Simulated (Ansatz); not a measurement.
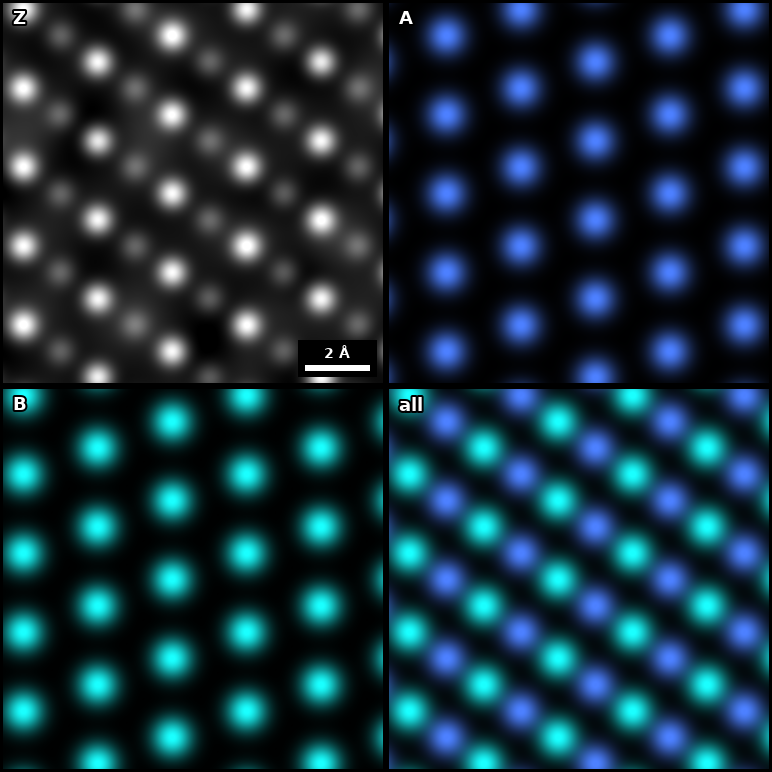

AlN (Fm-3m, No. 225) along [110]. Panel Z: Simulation: incoherent imaging, intensity Z^1.7 per atom, probe width 0.75 Å, thin sample. The probe carries 15 % of its weight in a tail 2.5 times as wide. The speckle of an amorphous layer was added. The other panels are simulated element maps (the number of atoms of one element along the beam, blurred by 1.0 Å; each on its own scale, no channelling); the last overlays them. Atomic positions: the geometry relaxed with DFT PBE, scalar-relativistic, plane waves, PAW in Ansatz; the starting structure was generated, so it need not be a known form of this composition.

```cif
data_structure
_symmetry_space_group_name_H-M 'Fm-3m'
_symmetry_Int_Tables_number 225
_cell_length_a 4.0705
_cell_length_b 4.0705
_cell_length_c 4.0705
_cell_angle_alpha 90.000
_cell_angle_beta 90.000
_cell_angle_gamma 90.000
_cell_volume 67.44
loop_
_atom_site_label
_atom_site_type_symbol
_atom_site_symmetry_multiplicity
_atom_site_Wyckoff_symbol
_atom_site_fract_x
_atom_site_fract_y
_atom_site_fract_z
_atom_site_occupancy
Al1 Al 4 a 0.00000 0.00000 0.00000 1
N1 N 4 b 0.50000 0.00000 0.00000 1
```

Question: Which element does each lettered map show?

Answer: A: N, B: Al. The projected cell (2.49 × 2.49 Å, 109°) holds 2 columns: 1 of Al and 1 of N. No column is shared by two of the mapped elements.
